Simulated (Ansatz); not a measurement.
System: InAgTe₂.

Input

```
crystal:
  lattice:
    - [-3.257212947, 3.257212947, 6.4257052227]
    - [3.257212947, -3.257212947, 6.4257052227]
    - [3.257212947, 3.257212947, -6.4257052227]
  atoms:
    - { symbol: Ag, position: [0.0, 0.0, 0.0] }
    - { symbol: Te, position: [0.375, 0.3719465326, 0.4969465326] }
    - { symbol: Ag, position: [0.75, 0.25, 0.5] }
    - { symbol: Te, position: [0.1219465326, 0.625, -0.0030534674] }
    - { symbol: In, position: [0.5, 0.5, 0.0] }
    - { symbol: Te, position: [0.875, 0.8780534674, 0.5030534674] }
    - { symbol: In, position: [0.25, 0.75, 0.5] }
    - { symbol: Te, position: [0.6280534674, 0.125, 0.0030534674] }
kpoints:
  mp_grid: { grid: [6, 6, 6] }
  band_path:
    path:
      - [0.0, 0.0, 0.0]
      - [0.0, 0.0, 0.5]
      - [0.25, 0.25, 0.25]
      - [0.0, 0.5, 0.0]
      - [0.5, 0.5, -0.5]
      - [0.3142378085, 0.6857621915, -0.3142378085]
      - [-0.3142378085, 0.3142378085, 0.3142378085]
      - [-0.128475617, 0.128475617, 0.5]
      - [0.5, 0.5, -0.128475617]
    npoints: 1
hamiltonian:
  xc: r2scan
scf:
  occupations: { method: fermi_dirac, width: 0.02 }
  n_extra_bands: 6
output:
  forces: true
  stress: true
  eigenvalues: true
  write_density: true
  write_potential: true
  elf: true
  volumetric_format: npy
```

Launched as:

```sh
ansatz run input.yaml --threads 4 --pin off --max-ram 7372MiB --backend cpu --events-out ev --progress --plain --runs-dir out
```

Below, planes, directions and counts refer to the conventional cell (a = 6.51 Å, b = 6.51 Å, c = 12.85 Å, α = 90.00°, β = 90.00°, γ = 90.00°).

Space group I-42d; started from the I-III-VI2 ordering on zincblende lattice prototype, which need not be the ambient phase.

All numbers below come from Ansatz, DFT, r2SCAN, plane waves, PAW.

> What can the converged valence pseudo-density and electron localisation function tell about the bonding?

Ag–Te (2.80 Å): the density is about 0.34 e/Å³ at the midpoint; the ELF is about 0.40 at the midpoint and 0.15 at its lowest between the atoms.
In–Te (2.82 Å): ρ at the midpoint is about 0.37 e/Å³; the ELF peaks at about 0.70 in the valence shell of Te, 1.3 Å from its nucleus, and is about 0.65 at the midpoint.

> Does the calculation give a band gap?

It is gapped, with a Kohn–Sham gap of 0.55 eV on the k-point mesh (the band edges may lie off the mesh, which would make the gap smaller).

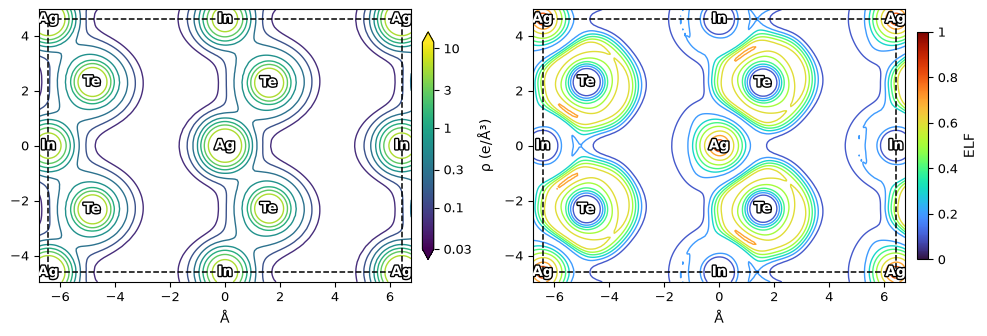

Computed valence pseudo-density and electron localisation function on the (11̄0) plane of the conventional cell, in this order. 

In a PAW calculation such maps are meaningful between the atoms, not at the nuclei.
